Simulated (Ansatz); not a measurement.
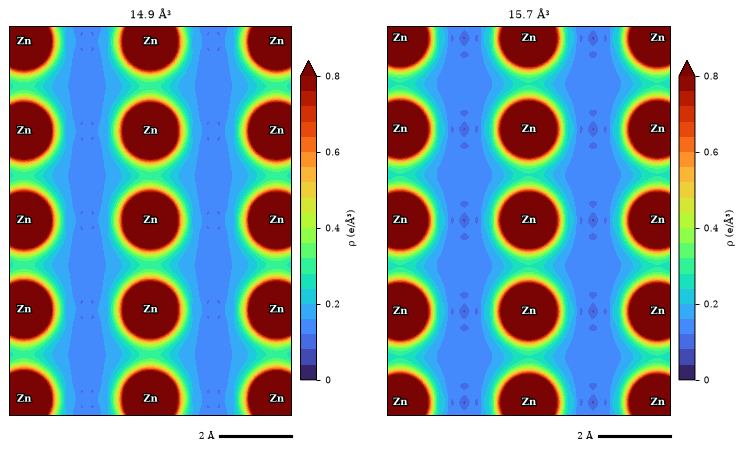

Zn. The valence pseudo-density of cells scaled evenly to different volumes (given per atom above each panel), on the (101) plane of each (indices in the axes of the cell below), at one length scale and on one colour scale.

A generated structure, not necessarily the stable one.

These are results of Kohn-Sham DFT of a periodic cell, LDA, Ansatz PAW in Ansatz 0.2.0, not measurements.

Core electrons are frozen (PAW), and the valence fields are smoothed inside the atomic spheres.

The largest cell:

```
Zn
1.0
     3.61169    0.00000    0.00000
     0.00000    3.61169    0.00000
     0.00000    0.00000    3.61169
Zn
3
Direct
  0.00000 0.50000 0.50000
  0.50000 0.00000 0.50000
  0.50000 0.50000 0.00000
```

| volume (Å³/atom) | Zn–Zn contact in the plane (Å) | ρ at its midpoint (e/Å³) | pressure (GPa) | 
| --- | --- | --- | --- |
| 14.86 | 2.507 | 0.300 | 5.0 | 
| 15.33 | 2.534 | ? | ? | 
| 15.70 | 2.554 | 0.277 | 0.0 | 

Q: What values belong in the row with question marks?

A: Over the known rows ln ρ falls by 1.70 per Å of Zn–Zn distance (the line through the two), which gives 0.287 e/Å³ at 2.534 Å; the calculation gives 0.287 e/Å³. For the pressure, a straight line in volume between the neighbouring rows gives 2.2 GPa; the calculation gives 2.0.
